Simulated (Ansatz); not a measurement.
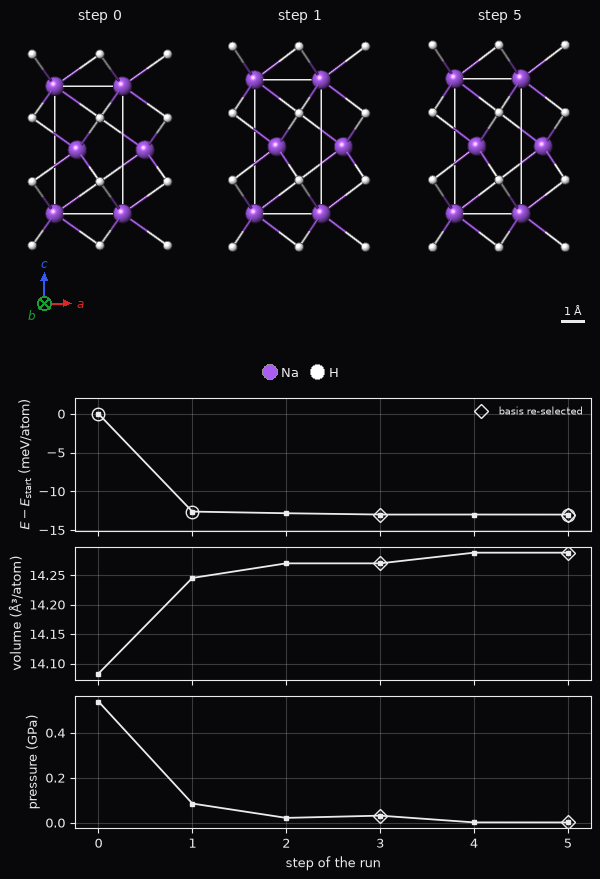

Frames of a relaxation of crystalline NaH (a generated structure, set up in P6_3/mmc), marked on the history of the run. The picture is a ball-and-stick view of the cell of the calculation, seen along the b axis.

Case: stacking AB.

All numbers below come from DFT PBE, scalar-relativistic, plane waves, PAW (Ansatz). Set-up: plane-wave cutoff 420 eV; k-point mesh 9 × 9 × 6; occupations gaussian; smearing width 0.02 eV; no spin polarisation; cell and atoms relaxed; force threshold 0.01 eV/Å; at most 45 steps.

> What happens along the run?

No atom moves by more than 0.005 Å relative to the cell. The volume changes by +1.5 %, with a = b 3.415 → 3.346 Å (−2.0 %), c 5.577 → 5.895 Å (+5.7 %). Among the contacts that change: H–Na 2.415 → 2.430 Å. Bond angles that change, for instance: H–Na–H 70.5° → 74.7°, Na–H–Na 90.0° → 87.0°, Na–H–Na 90.0° → 93.0°. The space group stays P6_3/mmc (No. 194). After 3 accepted moves (5 points after the start) the energy has fallen by 13.0 meV per atom. All forces vanish by symmetry, so only the cell relaxes. Pressure: 0.54 GPa at the start and 0.00 GPa at the end. At 2 points the geometry stayed and the basis and grid were re-selected for the new cell (energy shift of 0.2 meV per atom at most each time). The run took 11 s on 1 thread of Arm Neoverse V1 (shared host), peak memory 0.31 GiB. From step 0 to 1: volume +1.2 %, energy −12.6 meV per atom. From step 1 to 5: volume +0.3 %, energy −0.4 meV per atom.

```
step  E − E(0), meV/atom  pressure, GPa  volume, Å³/atom                      note
   0                0.00           0.54           14.083                          
   1              -12.61           0.09           14.245                          
   2              -12.82           0.02           14.270                          
   3              -12.99           0.03           14.270  same geometry, new basis
   4              -12.99           0.00           14.288                          
   5              -12.99           0.00           14.288  same geometry, new basis
```
